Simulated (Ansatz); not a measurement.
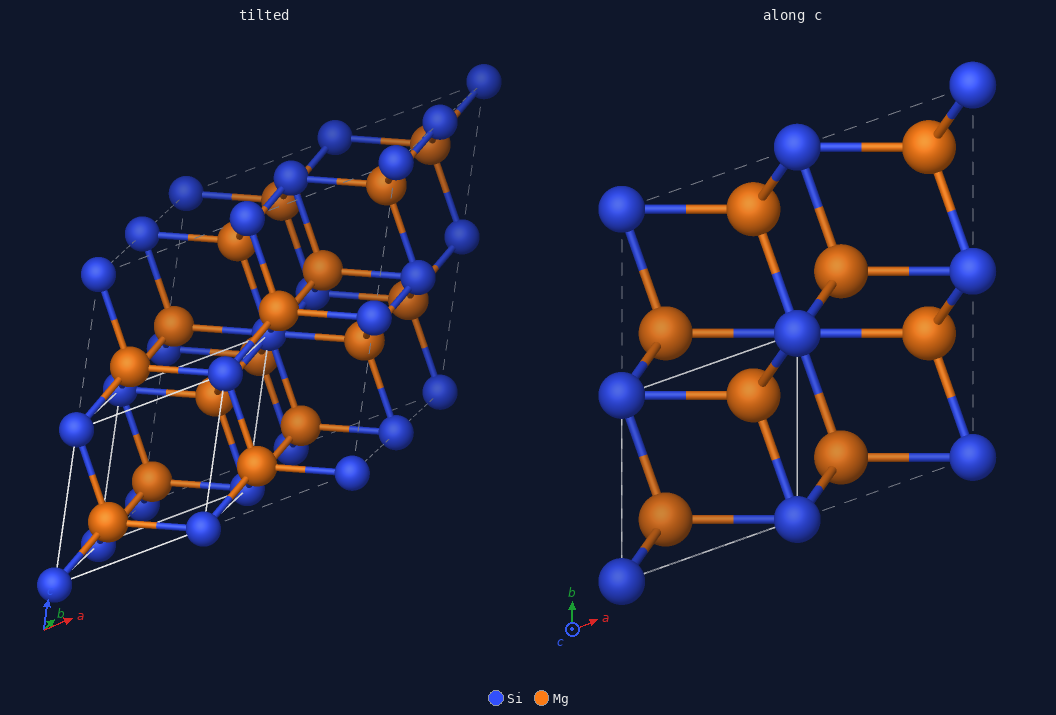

Crystal structure, ball-and-stick style, seen slightly off an axis and along the c axis. Shown are 2×2×2 repeats of the simulation cell, one of them outlined in solid lines.

The program read this input:
```yaml
crystal:
  lattice:
    - [0.0, 3.2957217129, 3.2957217129]
    - [3.2957217129, 0.0, 3.2957217129]
    - [3.2957217129, 3.2957217129, 0.0]
  atoms:
    - { symbol: Si, position: [0.0, 0.0, 0.0] }
    - { symbol: Mg, position: [0.25, 0.25, 0.25] }
    - { symbol: Mg, position: [0.75, 0.75, 0.75] }
kpoints:
  mp_grid: { grid: [6, 6, 6] }
  band_path:
    path:
      - [0.0, 0.0, 0.0]
      - [0.5, 0.0, 0.5]
      - [0.625, 0.25, 0.625]
      - [0.375, 0.375, 0.75]
      - [0.5, 0.5, 0.5]
      - [0.5, 0.25, 0.75]
      - [0.0, 0.5, 0.5]
    npoints: 1
hamiltonian:
  xc: hse06
scf:
  occupations: { method: fixed }
  n_extra_bands: 4
output:
  forces: true
  stress: true
  eigenvalues: true
```

Electronic-structure method: Ansatz 0.2.0, DFT, HSE06, plane waves, PAW. Parameters: plane-wave cutoff 420 eV, k-point mesh 6×6×6, no spin polarisation.

### Is the electronic structure metallic or gapped?

A semiconductor at this level, with a gap of 0.66 eV, indirect; the smallest direct gap is 1.79 eV.

### What pressure does the calculation give for this cell?

The computed pressure is -5.4 GPa (stretched: it would shrink).

Starting structure: a structure type filled with these elements by a generator (whether the compound takes this form wasn't checked). The cell was then strained or its atoms displaced on purpose. Ansatz was used for an electronic-structure calculation on it.

At this level of theory the cell isn't at rest (stretched, at -5 GPa), so its distances can differ from those at equilibrium, the more so the softer the solid.
